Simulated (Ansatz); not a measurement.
System: La.

```yaml
crystal:
  lattice:
    - [3.77431, 0.00000, 0.00000]
    - [-1.88716, 3.26865, 0.00000]
    - [0.00000, 0.00000, 12.14896]
  atoms:
    - { symbol: La, position: [0.00000, 0.00000, 0.00000] }
    - { symbol: La, position: [0.00000, 0.00000, 0.50000] }
    - { symbol: La, position: [0.33333, 0.66667, 0.75000] }
    - { symbol: La, position: [0.66667, 0.33333, 0.25000] }
```

Space group P6₃/mmc.

These are results of DFT PBE, scalar-relativistic, plane waves, PAW in Ansatz 0.2.0, not measurements.

> Predict the valence pseudo-density and electron localisation function between the atoms.

La–La (3.74 Å): the density is about 0.1 e/Å³ at the midpoint; the ELF is about 0.10 at the midpoint (no localised pair shows between them).

> Does the calculation make it a metal, or give it a gap?

It is gapless in this calculation (a metal or semimetal).

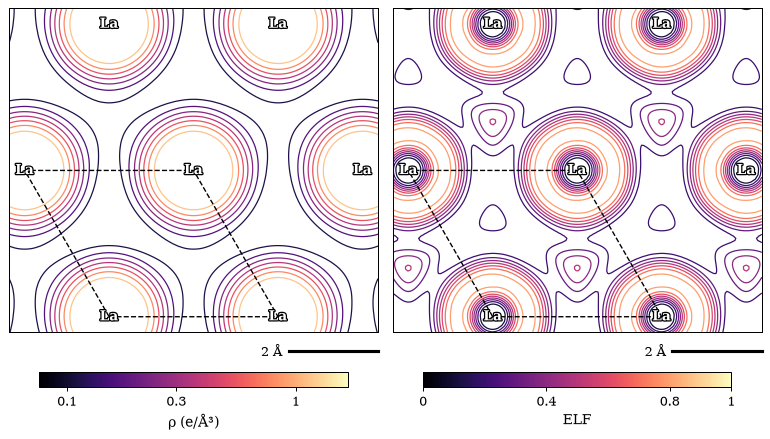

Computed valence pseudo-density and electron localisation function on the (001) plane of the conventional cell, in this order. 
